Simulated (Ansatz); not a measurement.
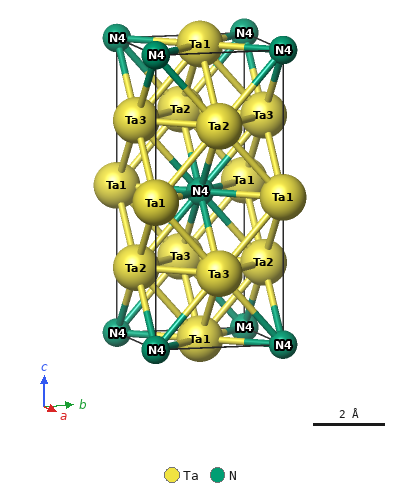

**Figure 1.** The input geometry (ball-and-stick view of the cell 2 times as large as that of the calculation, set on its symmetry axes, seen slightly off an axis; atoms are numbered from 1 in the order of the input).

# Ta3N: single-point calculation

System: Ta3N (I4/mmm, 4 atoms in the cell).
Method: DFT r2SCAN, scalar-relativistic, plane waves, PAW, spin-polarised (Ansatz 0.2.0).

The structure was built on a prototype by a generator; it need not be a known phase. It belongs to a series of runs on one base structure; here: TiAl3 (D0_22) type (I4/mmm, No. 139). Figures and captions count atoms from 1; the log counts them from 0 in places.

## The input
```yaml
crystal:
  lattice:
    - [-1.8876571203, 1.8876571203, 4.2165847362]
    - [1.8876571203, -1.8876571203, 4.2165847362]
    - [1.8876571203, 1.8876571203, -4.2165847362]
  atoms:
    - { symbol: Ta, position: [0.5, 0.5, 0.0], spin: 1.0 }
    - { symbol: Ta, position: [0.25, 0.75, 0.5], spin: 1.0 }
    - { symbol: Ta, position: [0.75, 0.25, 0.5], spin: 1.0 }
    - { symbol: "N", position: [0.0, 0.0, 0.0] }
basis:
  ecutwfc: 500
kpoints:
  mp_grid: { grid: [6, 6, 6] }
hamiltonian:
  xc: r2scan
scf:
  occupations: { method: gaussian, width: 0.1 }
  lower_state_search: "off"
output:
  forces: true
  stress: true
  eigenvalues: true
  populations: true
magnetization:
  spin_polarized: true
```

Launch command:
```bash
ansatz run input.yaml --threads 1 --pin off --max-ram 2560MiB --backend cpu --events-out ev --progress --plain --runs-dir out
```

## What the program printed
```
Engine: ansatz 0.2.0, x86_64-unknown-linux-gnu
Pseudopotentials: kind: paw
Pseudopotential: Ta, paw, valence charge 13, recommended cutoff 500 eV (meta_gga), Ta.paw.azcp
Pseudopotential: N, paw, valence charge 5, recommended cutoff 500 eV (meta_gga), N.paw.azcp
Functional definition: r2SCAN
  parameter k0 = 0.174
  parameter k1 = 0.065
  parameter a1 = 4.9479
  exchange = r2scan_x(k0 = k0, k1 = k1, a1 = a1)
  correlation = r2scan_c
Crystal: 4 atoms, lattice volume = 60.099 Å³
Basis set: ecut = 500 eV, 1555 PW (Γ), exchange–correlation on 160×160×160 points (64 copies of the dense FFT grid, shifted against one another)
Bands: 29, of which v1, the nominal top of the filled ones, is band 22 counted from 1 (21 counted from 0)
Symmetry: 16 space group operations
Space group: I4/mmm (ITA 139), of the structure as read, at distance tolerance 3.9e-5 Å
Magnetic group: BNS 139.531 (UNI 1191), of the structure as read, at distance tolerance 3.9e-5 Å
k-points: 30 of 216
Non-local potential: Ta, projectors of the file, l = 0: 3, l = 1: 2, l = 2: 2, l = 3: 1
Non-local potential: N, projectors of the file, l = 0: 2, l = 1: 2, l = 2: 1
PAW form: soft (Blöchl's): semilocal exchange-correlation on the pseudo side does not see the compensation charge
PAW frozen core: Ta, regenerated for the run's functional (the file was generated under x = pbe(κ = 0.804, μ = 0.2195149727645171), c = pbe(β = 0.06672455060314922))
PAW frozen core: N, regenerated for the run's functional (the file was generated under x = pbe(κ = 0.804, μ = 0.2195149727645171), c = pbe(β = 0.06672455060314922))
PAW one-centre angular grid: Ta, 590 points (default); XC on 160 Gauss nodes
PAW one-centre angular grid: N, 302 points (default); XC on 160 Gauss nodes
Initial density: superposition of atomic densities (chi_scale 0.1, normalization cell, long waves kept (reshape's long-wave potential 0.01 eV rms))
Starting moments: Σ|m| = 3 μB on 3 of 4 sites
Initial wavefunctions: pseudopotential atomic-orbital guess
Functional: x = r2scan, c = r2scan; τ floored in thin density (d = 2e-4 eV/Å³)
SCF iter   1: F=-30197.485366 eV  HF=-30216.609612 eV  |F-HF|=1.91e1  |Δ(HF+E_count)|=         —  Δρ=8.20e-2 (↑7.54e-2 ↓8.20e-2)  dr2=2.27e1  dr2_τ=2.49e-1  dr2_m=7.07e-1  M=0.990 μB ∫|m|=1.063 μB  β_m=0.30  ethr=3.10e-3  ⟨swp⟩=5.9  Hψ=7685  notcnv=0
preconditioner: auto → Kerker (q_TF=auto, 2.590 Å⁻¹)  [metal: Δε(μ)=0.050 eV  Ē_g=6.432 eV  σ=0.100 eV  W_gap=0.27  n_scr=14 (ndim 8)  ℏωp=21.4 eV  f_vac=0.000  D(μ)=2.14/eV (n_scr^D=14)]
spin=Collinear: Kerker preconditioning applied to the charge; magnetization (m = ρ↑ − ρ↓) channel mixes plain (no charge-response kernel on spin).
SCF iter   2: F=-30210.601330 eV  HF=-30213.868298 eV  |F-HF|=3.27e0  |Δ(HF+E_count)|=    2.74e0  Δρ=4.20e-2 (↑3.90e-2 ↓4.20e-2)  dr2=4.86e0  dr2_τ=5.33e-2  dr2_m=3.80e-1  M=0.870 μB ∫|m|=0.956 μB  β_m=0.30  ethr=3.10e-3  ⟨swp⟩=3.0  Hψ=3572  notcnv=0  defer=87  κ⁻¹=1.0e0(r=1)
SCF iter   3: F=-30213.484440 eV  HF=-30213.612717 eV  |F-HF|=1.28e-1  |Δ(HF+E_count)|=   2.56e-1  Δρ=2.68e-2 (↑2.68e-2 ↓2.63e-2)  dr2=8.41e-1  dr2_τ=3.56e-2  dr2_m=2.31e-1  M=0.663 μB ∫|m|=0.720 μB  β_m=0.30  ethr=3.10e-3  ⟨swp⟩=3.2  Hψ=3130  notcnv=0  defer=86  κ⁻¹=2.2e-3(r=2)
SCF iter   4: F=-30213.429173 eV  HF=-30213.663339 eV  |F-HF|=2.34e-1  |Δ(HF+E_count)|=   5.06e-2  Δρ=2.09e-2 (↑1.76e-2 ↓2.09e-2)  dr2=3.84e-1  dr2_τ=1.01e-2  dr2_m=1.25e-1  M=0.594 μB ∫|m|=0.635 μB  β_m=0.30  ethr=1.91e-3  ⟨swp⟩=2.6  Hψ=3347  notcnv=0  defer=89  κ⁻¹=2.8e-4(r=3)
SCF iter   5: F=-30213.704086 eV  HF=-30213.659693 eV  |F-HF|=4.44e-2  |Δ(HF+E_count)|=   3.65e-3  Δρ=1.21e-2 (↑1.21e-2 ↓1.21e-2)  dr2=2.59e-2  dr2_τ=5.58e-3  dr2_m=7.40e-2  M=0.481 μB ∫|m|=0.522 μB  β_m=0.30  ethr=8.73e-4  ⟨swp⟩=2.1  Hψ=2983  notcnv=0  defer=87  κ⁻¹=2.3e-4(r=4)
SCF iter   6: F=-30213.714532 eV  HF=-30213.686571 eV  |F-HF|=2.80e-2  |Δ(HF+E_count)|=   2.69e-2  Δρ=9.04e-3 (↑9.04e-3 ↓8.65e-3)  dr2=5.95e-3  dr2_τ=6.51e-4  dr2_m=4.16e-2  M=0.425 μB ∫|m|=0.460 μB  β_m=0.30  ethr=5.90e-5  ⟨swp⟩=2.1  Hψ=2591  notcnv=0  defer=85  κ⁻¹=9.7e-6(r=5)
SCF iter   7: F=-30213.718072 eV  HF=-30213.702459 eV  |F-HF|=1.56e-2  |Δ(HF+E_count)|=   1.59e-2  Δρ=7.05e-3 (↑7.05e-3 ↓6.59e-3)  dr2=5.42e-3  dr2_τ=3.21e-4  dr2_m=2.45e-2  M=0.368 μB ∫|m|=0.399 μB  β_m=0.54  ethr=1.35e-5  ⟨swp⟩=1.3  Hψ=1910  notcnv=0  defer=85
Mixer restart at iter 7: flushing history
spin-set hold released at iteration 7 (site moments contracting): the magnetisation degrees of freedom join the quasi-Newton model from the next iteration; the mixer history was flushed
SCF iter   8: F=-30213.725068 eV  HF=-30213.718118 eV  |F-HF|=6.95e-3  |Δ(HF+E_count)|=   1.57e-2  Δρ=4.13e-3 (↑4.13e-3 ↓3.95e-3)  dr2=1.29e-3  dr2_τ=2.00e-4  dr2_m=8.68e-3  M=0.284 μB ∫|m|=0.310 μB  β_m=0.78  ethr=1.23e-5  ⟨swp⟩=1.5  Hψ=2136  notcnv=0  defer=85  κ⁻¹=1.0e0(r=1)
SCF iter   9: F=-30213.730643 eV  HF=-30213.728942 eV  |F-HF|=1.70e-3  |Δ(HF+E_count)|=   1.08e-2  Δρ=1.11e-3 (↑1.07e-3 ↓1.11e-3)  dr2=6.24e-4  dr2_τ=1.87e-5  dr2_m=5.34e-4  M=0.140 μB ∫|m|=0.158 μB  β_m=1.20  ethr=2.93e-6  ⟨swp⟩=2.2  Hψ=3245  notcnv=0  defer=85  κ⁻¹=2.2e-2(r=2)
SCF iter  10: F=-30213.732722 eV  HF=-30213.732146 eV  |F-HF|=5.76e-4  |Δ(HF+E_count)|=   3.20e-3  Δρ=5.53e-4 (↑5.53e-4 ↓5.02e-4)  dr2=3.68e-4  dr2_τ=8.71e-6  dr2_m=8.18e-5  M=0.056 μB ∫|m|=0.063 μB  β_m=0.76  ethr=1.42e-6  ⟨swp⟩=2.1  Hψ=3315  notcnv=0  defer=85  κ⁻¹=6.6e-3(r=3)
SCF iter  11: F=-30213.733169 eV  HF=-30213.733039 eV  |F-HF|=1.30e-4  |Δ(HF+E_count)|=   8.93e-4  Δρ=2.56e-4 (↑2.56e-4 ↓2.32e-4)  dr2=1.28e-4  dr2_τ=1.23e-6  dr2_m=1.13e-5  M=-0.006 μB ∫|m|=0.009 μB  β_m=0.86  ethr=8.35e-7  ⟨swp⟩=2.1  Hψ=3246  notcnv=0  defer=85  κ⁻¹=1.9e-3(r=4)
SCF iter  12: F=-30213.733197 eV  HF=-30213.733189 eV  |F-HF|=8.36e-6  |Δ(HF+E_count)|=   1.49e-4  Δρ=1.40e-4 (↑1.07e-4 ↓1.40e-4)  dr2=4.46e-5  dr2_τ=2.87e-7  dr2_m=1.77e-6  M=-0.005 μB ∫|m|=0.006 μB  β_m=1.20  ethr=2.92e-7  ⟨swp⟩=2.0  Hψ=2545  notcnv=0  defer=85  κ⁻¹=6.1e-4(r=5)
SCF iter  13: F=-30213.733194 eV  HF=-30213.733160 eV  |F-HF|=3.41e-5  |Δ(HF+E_count)|=   2.81e-5  Δρ=8.77e-5 (↑8.43e-5 ↓8.77e-5)  dr2=2.22e-6  dr2_τ=2.69e-7  dr2_m=3.51e-6  M=-0.012 μB ∫|m|=0.013 μB  β_m=0.88  ethr=1.01e-7  ⟨swp⟩=2.0  Hψ=2763  notcnv=0  defer=85  κ⁻¹=2.8e-4(r=6)
SCF iter  14: F=-30213.733213 eV  HF=-30213.733199 eV  |F-HF|=1.40e-5  |Δ(HF+E_count)|=   3.90e-5  Δρ=3.34e-5 (↑3.34e-5 ↓2.68e-5)  dr2=7.56e-7  dr2_τ=1.62e-8  dr2_m=2.76e-7  M=-0.003 μB ∫|m|=0.003 μB  β_m=0.30  ethr=5.05e-9  ⟨swp⟩=3.0  Hψ=3496  notcnv=0  defer=85  κ⁻¹=2.7e-5(r=7)
SCF iter  15: F=-30213.733215 eV  HF=-30213.733212 eV  |F-HF|=2.57e-6  |Δ(HF+E_count)|=   1.27e-5  Δρ=1.54e-5 (↑1.54e-5 ↓1.19e-5)  dr2=2.02e-7  dr2_τ=3.09e-9  dr2_m=3.65e-8  M=0.000 μB ∫|m|=0.001 μB  β_m=0.98  ethr=1.72e-9  ⟨swp⟩=2.8  Hψ=3105  notcnv=0  defer=85  κ⁻¹=3.4e-6(r=8)
SCF iter  16: F=-30213.733215 eV  HF=-30213.733215 eV  |F-HF|=3.06e-7  |Δ(HF+E_count)|=   2.45e-6  Δρ=8.65e-6 (↑8.65e-6 ↓8.03e-6)  dr2=8.27e-8  dr2_τ=1.29e-9  dr2_m=1.24e-8  M=-0.000 μB ∫|m|=0.000 μB  β_m=0.81  ethr=2.27e-10  ⟨swp⟩=11.8  Hψ=8137  notcnv=0  κ⁻¹=3.8e-6(r=8)
iter 17 did not close the SCF: its close was put off for a magnetic moment that had not settled (scf_convergence_deferred on its scf_iter line)
SCF iter  17: F=-30213.733215 eV  HF=-30213.733215 eV  |F-HF|=1.09e-7  |Δ(HF+E_count)|=   2.40e-7  Δρ=3.12e-6 (↑3.12e-6 ↓3.09e-6)  dr2=1.14e-8  dr2_τ=2.27e-10  dr2_m=1.96e-9  M=0.000 μB ∫|m|=0.000 μB  β_m=1.20  ethr=1.88e-10  ⟨swp⟩=5.7  Hψ=6604  notcnv=0  κ⁻¹=6.6e-6(r=8)
iter 18 did not close the SCF: its close was put off for a magnetic moment that had not settled (scf_convergence_deferred on its scf_iter line)
SCF iter  18: F=-30213.733215 eV  HF=-30213.733215 eV  |F-HF|=7.44e-8  |Δ(HF+E_count)|=   4.28e-8  Δρ=1.53e-6 (↑1.45e-6 ↓1.53e-6)  dr2=2.45e-9  dr2_τ=5.86e-11  dr2_m=2.48e-10  M=0.000 μB ∫|m|=0.000 μB  β_m=0.95  ethr=2.60e-11  ⟨swp⟩=2.0  Hψ=5828  notcnv=0  κ⁻¹=2.9e-6(r=8)
iter 19 did not close the SCF: its close was put off for a magnetic moment that had not settled (scf_convergence_deferred on its scf_iter line)
SCF iter  19: F=-30213.733215 eV  HF=-30213.733215 eV  |F-HF|=2.18e-8  |Δ(HF+E_count)|=   5.66e-8  Δρ=9.45e-7 (↑7.36e-7 ↓9.45e-7)  dr2=6.60e-10  dr2_τ=1.58e-11  dr2_m=9.16e-11  M=-0.000 μB ∫|m|=0.000 μB  β_m=1.20  ethr=5.56e-12  ⟨swp⟩=1.7  Hψ=5138  notcnv=0  κ⁻¹=3.2e-6(r=8)
SCF iter  20: F=-30213.733215 eV  HF=-30213.733215 eV  |F-HF|=1.86e-10  |Δ(HF+E_count)|=   2.30e-8  Δρ=3.34e-7 (↑2.41e-7 ↓3.34e-7)  dr2=1.02e-10  dr2_τ=2.87e-12  dr2_m=1.05e-11  M=0.000 μB ∫|m|=0.000 μB  ethr=1.50e-12  ⟨swp⟩=1.0  Hψ=5442  notcnv=0
WARN: the starting moments were not kept: the SCF closed with an absolute magnetisation of 1.0e-5 μB, where they sum to 3 μB in size (3 sites). That is at most 0.1 of that sum. Measured as dr2_m measures the in/out step, that magnetisation stands 1.8e-11 eV from none, at or under the dr2_threshold of 1.0e-7 eV: it is no larger than a step whose dr2_m would equal this threshold. The system may hold no moment; this SCF shows only that its start led to no more than that. To try another start: raise the starting moments (crystal.atoms[].spin, magnetization.per_species, magnetization.initial_magnetization, or on a non-collinear deck that types none of these the spinor_matrix: blocks that start its atoms; where the total moment is fixed, keep their sum and leave initial_magnetization as it is; typed ones take the place of any that the run laid by itself, positive ones on a crystal's lanthanoids without a Hubbard term where scf.initial_density.shell_occupations: [] is typed) or, if the notice of its spin-set hold's release reads "site moments contracting" or "site moments show no strong build", lengthen the hold (scf.mixing.spin_hold: { on: { confirm: 4 } }; for m-r²SCAN on two components see the key's manual first). Each may lead to a state that holds a moment. A second SCF, from the converged charge density, with the starting moments and any scf.initial_density.shell_occupations laid on it anew, would have followed, and was not run: the deck does not ask for one (magnetization.retry_lost_moments is false, the default). To let it run, set magnetization.retry_lost_moments: true and run the deck again, where that key's refused combinations let it; where memory then withholds it, that run's warning says so.
SCF 1 converged in 20 iterations: F = -30213.733215 eV  dr2 = 1.02e-10
  greatest PAW one-centre occupation: 0.998 electrons in one spin orbital (limit 2), on the Ta atom at site 2 (counted from 0), in its partial waves of l = 0
```

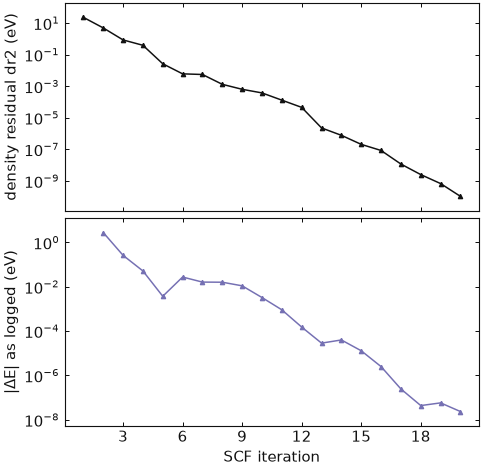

**Figure 2.** Convergence of the self-consistent field: density residual dr2 and size of the energy change against the SCF iteration. The residual falls at every step.

```
this state was not tested for a lower state beside it, because the mixer in use, unlike msr1, does not test its closes by its own steps (another_mixer; see scf.mixing.algorithm and scf.lower_state_search)
SCF converged after 20 iterations
Magnetization: 0.0000 μB (22.0000 up, 22.0000 down)
Absolute magnetization: 0.0000 μB (∫|ρ↑−ρ↓|, with the PAW one-centre terms)
Spin contamination: 0.0000 ħ² per cell (⟨S²⟩ above its minimum at these occupations)
Per-site moments (μB) at R_I (Å): [(3.053772376732932e-6, 1.1011894990133406), (6.262930402090471e-7, 1.1011894990133406), (6.262930402141798e-7, 1.1011894990133406), (-1.2201731614030354e-6, 1.1011894990133406)]
Free energy (F): -30213.733215 eV
Harris-Foulkes:  -30213.733215 eV  (|F-HF|=1.86e-10)
Internal energy: -30213.719967 eV  (E = F + TS)
E sigma→0 (E₀):  -30213.726591 eV
Entropy (-TS):   -0.013248 eV (-3.312 meV/atom)
Fermi energy:    18.400259 eV
--- Per-component energies (eV) ---
  E_band       = -328.032436
  E_kinetic    = 1230.583593
  E_local      = -1819.166594  (includes V_loc(G=0)·N_el)
  E_nonlocal   = 95.166916
  E_hartree    = 628.757996
  E_xc         = -672.246505
  E_vxc        = -750.743605  (∫ρ·V_xc dr)
  E_paw        = -25397.688973  (= ΣΔE_a)
  E_vpaw       = -380.549534  (= ΣTr[D̂ρ^β])
  E_aug_tail   = 0.000261  (compensation charges beyond the density's cutoff)
  E_vtau       = 39.160434  (kinetic-family band-sum trace: ∫τ·v_τ [+ j·A + Jᵃ·Aᵃ] dr)
  E_ewald      = -4276.828255
  E_core_change = -2.298405  (= ΣΔE_core)
  E_smearing   = -0.013248  (= −TS)
  E_closure    = 0.000000  (closes the sum)
  Σ components = -30213.733215   (vs F -30213.733215, Δ=0.00e0)
--- Forces (eV/Å), atoms counted from 1 ---
  atom   1  Ta    -0.00000000     0.00000000    -0.00000000
  atom   2  Ta    -0.00000000    -0.00000000     0.00000000
  atom   3  Ta     0.00000000    -0.00000000     0.00000000
  atom   4  N     -0.00000000     0.00000000     0.00000000
  max |Σ_I F_I| component: 1.73e-18 eV/Å
--- Stress (GPa, compression-positive) ---
        2.438489       0.000000      -0.000000
        0.000000       2.438489       0.000000
        0.000000       0.000000       7.177363
  P = ⅓ Tr σ = 4.0181 GPa (40.181 kbar)
--- Band table (eV; the first three rows and the last of 60) ---
  k-point 0 ↑: bands = ["-51.0958", "-50.9089", "-50.7681", "-17.6068", "-17.5450", "-17.5450", "-17.0568", "-17.0568", "-16.7587", "-16.2149", "-16.1547", "-16.1547", "2.7685", "11.7494", "13.0245", "14.3013", "14.3013", "14.8785", "15.9193", "16.2715", "17.1376", "18.0769", "18.0769", "19.5153", "19.5153", "20.9347", "21.0052", "21.7282", "23.1906"]
  k-point 1 ↑: bands = ["-51.0653", "-50.9068", "-50.7998", "-17.7296", "-17.3982", "-17.2111", "-17.1958", "-17.0826", "-16.6479", "-16.5670", "-16.2510", "-16.1274", "3.0075", "11.8665", "13.5035", "13.7059", "14.2717", "15.6426", "16.1838", "17.1215", "17.3032", "17.6944", "17.9884", "18.7731", "20.3960", "21.1343", "21.5354", "22.4023", "22.6713"]
  k-point 2 ↑: bands = ["-51.0063", "-50.9004", "-50.8628", "-17.8944", "-17.4237", "-17.4166", "-17.1279", "-17.0368", "-16.5236", "-16.4509", "-16.3778", "-16.0766", "3.2782", "11.8817", "13.8528", "14.2609", "14.9833", "15.1917", "15.7912", "17.0996", "17.5986", "18.3172", "18.7318", "19.1559", "20.3083", "21.3882", "21.7017", "21.7565", "22.5671"]
  k-point 29 ↓: bands = ["-51.0241", "-50.9819", "-50.7683", "-17.6903", "-17.6903", "-17.1416", "-16.8592", "-16.8592", "-16.7423", "-16.7402", "-16.1955", "-16.1955", "3.1034", "11.1766", "12.9826", "15.1263", "15.1263", "15.1352", "15.1962", "15.3210", "15.3210", "16.2070", "18.5457", "20.0344", "20.7401", "21.3753", "22.2973", "22.2973", "24.2449"]
--- Löwdin populations: 4 sites ---
  site symbol       q [e]    m [muB]
     0     Ta     12.6610     0.0000
     1     Ta     12.6716     0.0000
     2     Ta     12.6716     0.0000
     3      N      5.7652    -0.0000
  spilling = 0.005238 (of n_electrons = 44.000000)
```

## File populations.tsv
```
# site	symbol	l	j	q_up	q_dn
# orbitals = lowdin
# n_electrons = 44.000000
# spilling = 0.005238
0	Ta	0_5S	-	0.974671	0.974671
0	Ta	0_6S	-	0.356237	0.356236
0	Ta	1_5P	-	2.984690	2.984690
0	Ta	2_5D	-	2.014927	2.014923
1	Ta	0_5S	-	0.970405	0.970405
1	Ta	0_6S	-	0.372879	0.372879
1	Ta	1_5P	-	2.979753	2.979753
1	Ta	2_5D	-	2.012780	2.012778
2	Ta	0_5S	-	0.970405	0.970405
2	Ta	0_6S	-	0.372879	0.372879
2	Ta	1_5P	-	2.979753	2.979753
2	Ta	2_5D	-	2.012780	2.012778
3	N	0_2S	-	0.907696	0.907696
3	N	1_2P	-	1.974917	1.974918
```

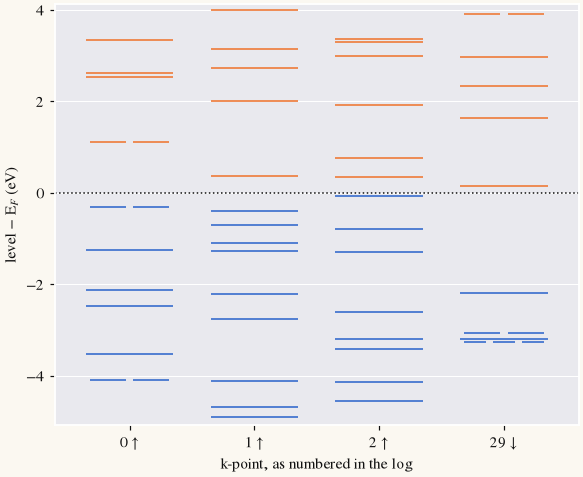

**Figure 3.** Kohn–Sham levels near the Fermi level (dotted) at the few k-points that the log prints; levels within 0.02 eV of each other stand side by side. The system is metallic on the full mesh.

## Key numbers

- outcome: converged
- space group (tolerance 0.01 Å): I4/mmm (139)
- electrons treated: 44
- free energy: −30213.7332 eV
- Fermi energy: 18.400 eV
- gap on the k-point mesh: none (metallic)
- net moment of the cell: 0.00 μB
- integrated absolute moment: 0.00 μB
- pressure: 4.02 GPa
- largest force (length of the vector): under 0.001 eV/Å
- hardware: 1 thread of Intel Xeon (Granite Rapids), 192 GiB of memory available, shared host
- wall time: 19 s
- peak memory: 0.73 GiB

## Notes

The electronic state found may not be the lowest one. The program warns: some starting moments were not kept; the state was not tested for a lower one. Spin–orbit coupling is left out, which matters for Ta.
